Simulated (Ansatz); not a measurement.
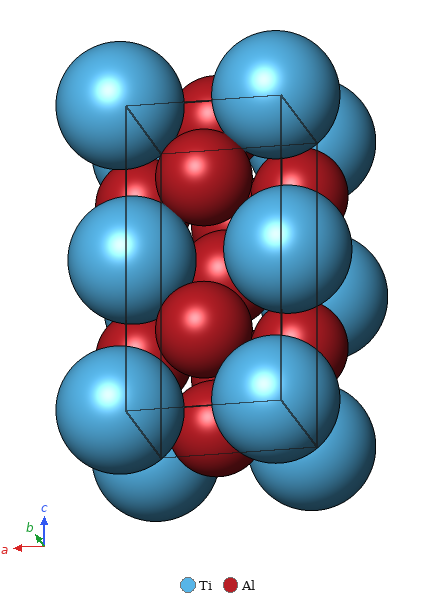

The figure gives a space-filling picture of the atoms, viewed from a general direction. The lines enclose the simulation cell; boundary atoms appear with their images.

Input for the calculation:
```yaml
crystal:
  lattice:
    - [3.95567125, 0.0, 0.0]
    - [0.0, 3.95567125, 0.0]
    - [0.0, 0.0, 7.9113425]
  atoms:
    - { symbol: Ti, position: [0.0312826013, 0.0312826013, 0.0] }
    - { symbol: Ti, position: [-0.0312826013, -0.0312826013, 0.5] }
    - { symbol: Al, position: [0.5271954172, 0.5271954172, 0.0] }
    - { symbol: Al, position: [0.4728045828, 0.4728045828, 0.5] }
    - { symbol: Al, position: [0.5, 0.0, 0.25] }
    - { symbol: Al, position: [0.5, 0.0, 0.75] }
    - { symbol: Al, position: [0.0, 0.5, 0.25] }
    - { symbol: Al, position: [0.0, 0.5, 0.75] }
basis:
  ecutwfc: 500
kpoints:
  mp_grid: { grid: [12, 12, 6] }
hamiltonian:
  xc: r2scan
scf:
  occupations: { method: gaussian, width: 0.15 }
output:
  forces: true
  stress: true
  eigenvalues: true
```
Run as:
```sh
ansatz run input.yaml --threads 2 --pin off --max-ram 5120MiB --backend cpu --events-out ev --progress --plain --runs-dir out
```

Results below were computed with Ansatz, DFT r2SCAN, scalar-relativistic, plane waves, PAW; the settings were 500 eV cutoff, k-points on a 12×12×6 grid, Gaussian smearing of 0.15 eV, no spin polarisation.

**Classify it as metallic or gapped, with the value.**

A metal: bands cross the Fermi level.

**How far is the cell from zero pressure?**

The computed pressure is 1.0 GPa (compressed: it would expand). The stress isn't hydrostatic: its largest component is 1.9 GPa.

The initial geometry was a structure listed in the Materials Project. The cell was then strained or its atoms displaced on purpose. Ansatz was used for an electronic-structure calculation on it.

At this level of theory the run's own cell isn't at rest (forces up to 1.0 eV/Å), so its distances can differ from those at equilibrium, the more so the softer the solid.
